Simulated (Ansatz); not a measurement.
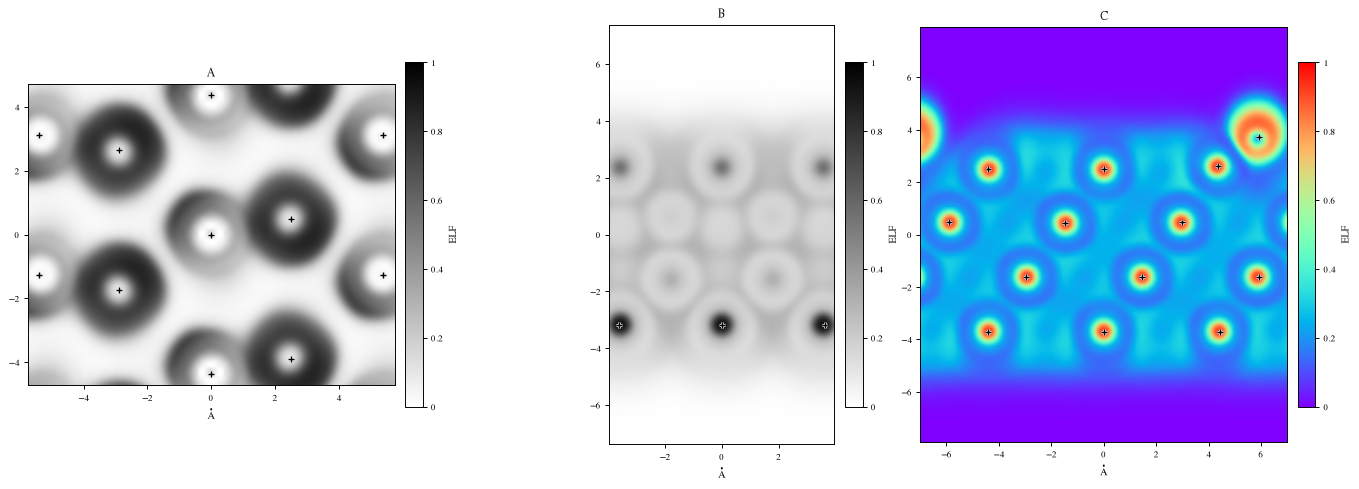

The electron localisation function of 3 systems, each on a plane through atoms (crosses mark nuclei in the plane).

These are results of DFT PBE, scalar-relativistic, plane waves, PAW (Ansatz), not measurements.

System 1: GeSe, the (010) plane of the conventional cell. Space group Pnma; a generated structure, not necessarily the stable one; computed pressure about 3 GPa in this cell.

```xyz
8
Lattice="0.0000 0.0000 10.7900 3.8300 0.0000 0.0000 0.0000 4.3800 0.0000" Properties=species:S:1:pos:R:3 pbc="T T T"
Ge    2.8725    3.9157    1.3056
Se    0.9575    2.2031    1.5969
Se    2.8725    0.0131    3.7981
Ge    0.9575    1.7257    4.0894
Ge    2.8725    2.6543    6.7006
Se    0.9575    4.3669    6.9919
Se    2.8725    2.1769    9.1931
Ge    0.9575    0.4643    9.4844
```

System 2: Cu (slab), the (100) plane of the calculation cell, a cut from vacuum to vacuum. Computed without spin polarisation.

```
Cu
1.0
     7.45251    1.80750    0.00000
     0.00000    3.61500    0.00000
     0.00000    0.00000   20.57575
Cu
16
Direct
  0.99240 0.00380 0.34497
  0.76283 0.61859 0.36460
  0.52975 0.23512 0.38468
  0.29582 0.85209 0.40234
  0.06510 0.46745 0.42241
  0.82327 0.08837 0.44719
  0.58388 0.70806 0.46839
  0.35058 0.32471 0.48925
  0.12001 0.94000 0.51075
  0.88671 0.55665 0.53161
  0.64732 0.17634 0.55281
  0.40548 0.79726 0.57759
  0.17476 0.41262 0.59766
  0.94084 0.02958 0.61532
  0.70776 0.64612 0.63540
  0.47819 0.26090 0.65503
```

System 3: Cu$_{36}$O (slab), the (11̄0) plane of the calculation cell, a cut from vacuum to vacuum. Computed without spin polarisation.

```
CELL_PARAMETERS angstrom
7.66857 0.00000 0.00000
3.83429 6.64118 0.00000
0.00000 0.00000 23.26136
ATOMIC_POSITIONS crystal
Cu 0.00000 0.00000 0.36541
Cu 0.33333 0.00000 0.36541
Cu 0.66667 0.00000 0.36541
Cu 0.00000 0.33333 0.36541
Cu 0.33333 0.33333 0.36541
Cu 0.66667 0.33333 0.36541
Cu 0.00000 0.66667 0.36541
Cu 0.33333 0.66667 0.36541
Cu 0.66667 0.66667 0.36541
Cu 0.11111 0.11111 0.45514
Cu 0.44444 0.11111 0.45514
Cu 0.77778 0.11111 0.45514
Cu 0.11111 0.44444 0.45514
Cu 0.44444 0.44444 0.45514
Cu 0.77778 0.44444 0.45514
Cu 0.11111 0.77778 0.45514
Cu 0.44444 0.77778 0.45514
Cu 0.77778 0.77778 0.45514
Cu 0.88558 0.22387 0.54460
Cu 0.22387 0.22387 0.54460
Cu 0.55495 0.22343 0.54495
Cu 0.88952 0.55428 0.54380
Cu 0.22343 0.55495 0.54495
Cu 0.55495 0.55495 0.54495
Cu 0.88952 0.88952 0.54380
Cu 0.22387 0.88558 0.54460
Cu 0.55428 0.88952 0.54380
Cu 0.00037 0.00037 0.63207
Cu 0.33259 0.00037 0.63207
Cu 0.66896 0.99541 0.63232
Cu 0.00037 0.33259 0.63207
Cu 0.32817 0.32817 0.63732
Cu 0.67700 0.32817 0.63732
Cu 0.99541 0.66896 0.63232
Cu 0.32817 0.67700 0.63732
Cu 0.66896 0.66896 0.63232
O 0.44444 0.44444 0.68428
```

Match each panel to its system.

Answer. Panel A is system 1, GeSe: the plane holds Ge and Se. Ge–Se (2.54 Å): the ELF is about 0.70 at the midpoint. Panel B is system 2, Cu: the plane holds Cu. Panel C is system 3, Cu$_{36}$O: the plane holds Cu and O. Cu–O (1.89 Å): the ELF peaks at about 0.80 in the valence shell of O, 0.6 Å from its nucleus, and is about 0.20 at the midpoint (no localised pair shows between them).
